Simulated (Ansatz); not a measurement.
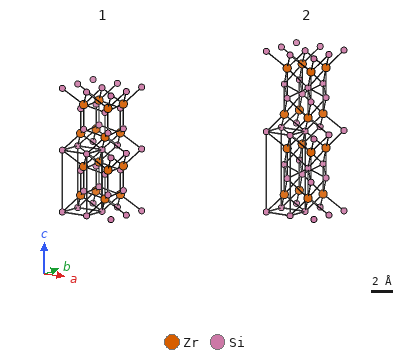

Two geometries of solid Zr₂Si₃ (built on the A-type sesquioxide_164 type) (coarse preliminary run), drawn at one scale. One is the start of a relaxation, the other its converged end. The picture is a ball-and-stick view of the cell of the calculation, repeated 2 × 2 × 2 with one cell outlined, seen slightly off an axis.

The calculation used DFT PBE, scalar-relativistic, plane waves, PAW in Ansatz. Set-up: plane-wave cutoff 420 eV; k-point mesh 6 × 6 × 4; occupations gaussian; smearing width 0.1 eV; no spin polarisation; cell and atoms relaxed; force threshold 0.04 eV/Å; at most 70 steps.

Question: Which geometry has the lower energy?

Answer: Structure 2 is the relaxed one. Case: A-type sesquioxide type (P-3m1, No. 164). Over 10 accepted moves (12 points after the start) the energy falls by 1564 meV per atom. Largest force component: 5.6 eV/Å at the start, 0.0064 eV/Å at the end. Pressure: 52.55 GPa at the start and 0.14 GPa at the end. The SCF was repeated twice at an unchanged geometry on a basis and grid sized afresh for the cell, which shifted the energy by 11.8 meV per atom at most. The largest moves relative to the cell, 0.57 Å, are those of Si atoms. Largest moves by element: Si 0.57 Å, Zr 0.37 Å. Cell: a = b 3.826 → 3.744 Å (−2.1 %), c 5.952 → 7.736 Å (+30.0 %). Volume +24.5 %. Near-neighbour distances that change, for instance: Si–Si 3.057 → 3.962 Å, Si–Zr 2.381 → 2.893 Å, Si–Zr 2.304 → 2.811 Å, Si–Si 2.803 → 2.424 Å. Among the angles between lasting bonds that change: Zr–Si–Zr 112.3° → 83.5°, Zr–Si–Zr 106.5° → 129.7°, Zr–Si–Zr 92.6° → 90.2°. The space group stays P-3m1 (No. 164).
